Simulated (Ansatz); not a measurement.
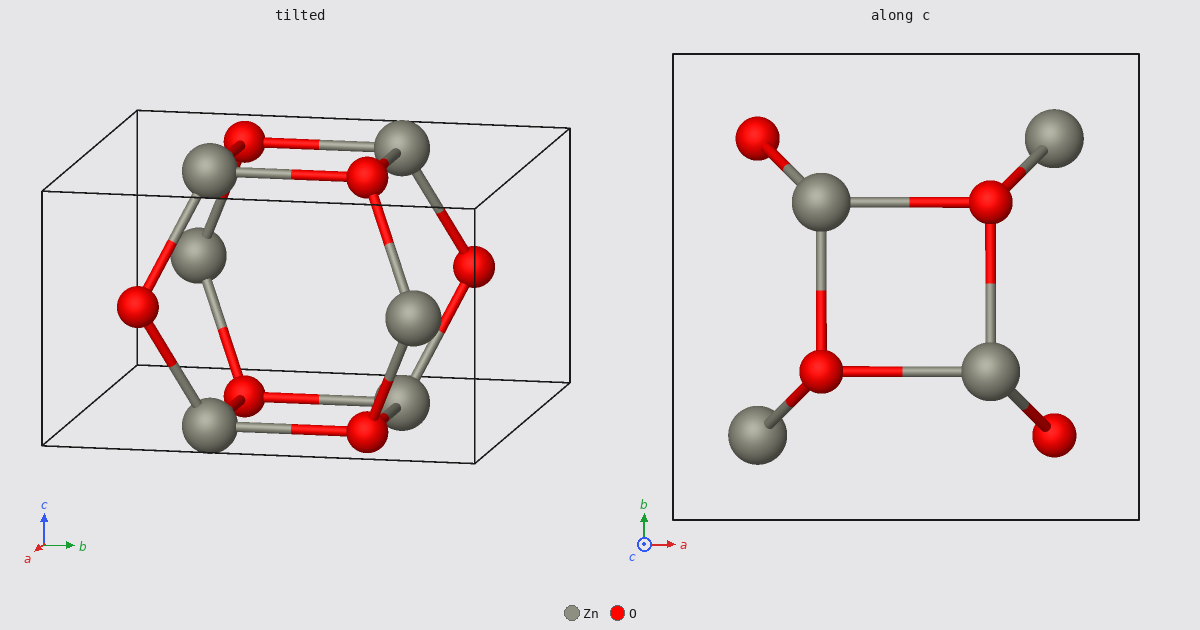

We look at a ball-and-stick model of the crystal slightly off an axis and along the c axis. The conventional unit cell is drawn as a box. Cell: a = 5.61 Å, b = 5.61 Å, c = 3.28 Å, α = 90.00°, β = 90.00°, γ = 90.00°.

It goes back to a structure listed in the Materials Project. Earlier steps of the study may have refined or changed the cell and positions. It was run through Ansatz as a DFT input.

### What structure is drawn here?

The structure is one of ZnO. Its lattice is primitive tetragonal, its space group P4_2/mnm (No. 136). Counting shared atoms by their share gives 4 Zn, 4 O, or 8 atoms. The neighbours of Zn are four O in a distorted tetrahedral arrangement at about 2.0 Å. The neighbours of O are four Zn in a distorted tetrahedral arrangement at about 2.0 Å. The bonds build a three-dimensional framework.

Method: DFT PBE, scalar-relativistic, plane waves, PAW (Ansatz); a cutoff energy of 420 eV, a 6×6×8 mesh of k-points, Gaussian smearing of 0.02 eV, no spin polarisation.

### Does it come out as a metal, or with a gap?

A semiconductor at this level, with a gap of 0.76 eV, direct.

### Predict the Bader charges.

Zn +1.22 e; O -1.22 e.

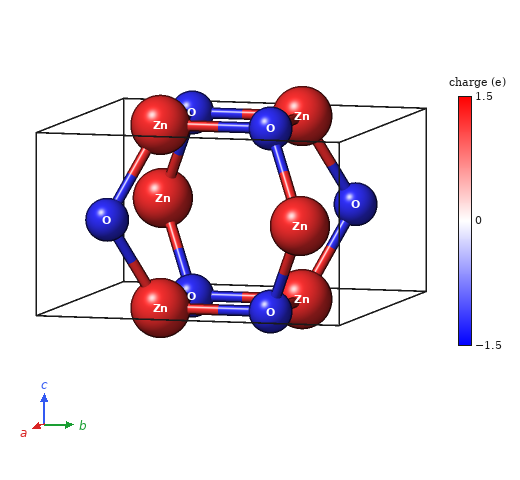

The atoms coloured by those charges. The run's cell of 8 atoms is drawn.

### Does this geometry sit at a stationary point of the energy?

Yes. The largest force is 0.01 eV/Å. The pressure is 0.0 GPa, close to zero.
